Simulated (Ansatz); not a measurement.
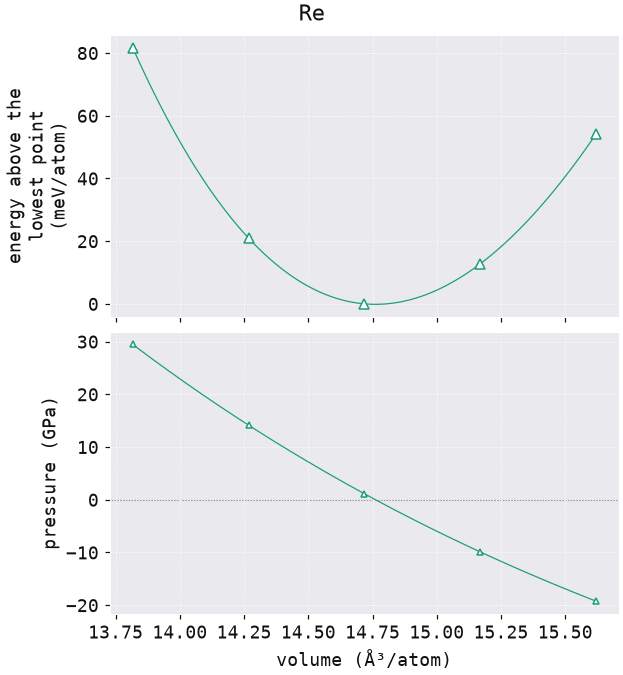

The plot gives the computed energy above the lowest point and pressure against volume for Re, space group Fm-3m (No. 225) (one of a set of cubic test structures, which need not be the stable phase).

Calculation (Ansatz 0.2.0 development build): equation of state of a cubic crystal from periodic Kohn-Sham density functional theory without spin, third-order Birch-Murnaghan fit to the free energies; pressure corrected for the finite basis. Level: r2SCAN.

structure type fcc; atoms in cell 1; space group number 225; lattice centring face-centred primitive; k mesh 15×15×15; occupation method Fermi–Dirac; occupation width 0.1 eV; wave cutoff 700 eV; datasets hard PAW; density tolerance 1e−09 eV; bands 19; density cutoff ratio 4; search for lower states default; xc grid level 2.

**What equilibrium volume and bulk modulus follow from the curve?**

A third-order Birch–Murnaghan fit gives V0 = 14.76 Å³/atom, B0 = 385 GPa and B′ = 4.4.

**What does the pressure do across the range?**

It falls from 29.4 GPa at volume 13.82 Å³/atom to −19.2 GPa at 15.62 Å³/atom, and changes sign near 14.76 Å³/atom.

Caveats: cubic model structure, not the ambient form; pseudopotentials made with PBE, not this functional.
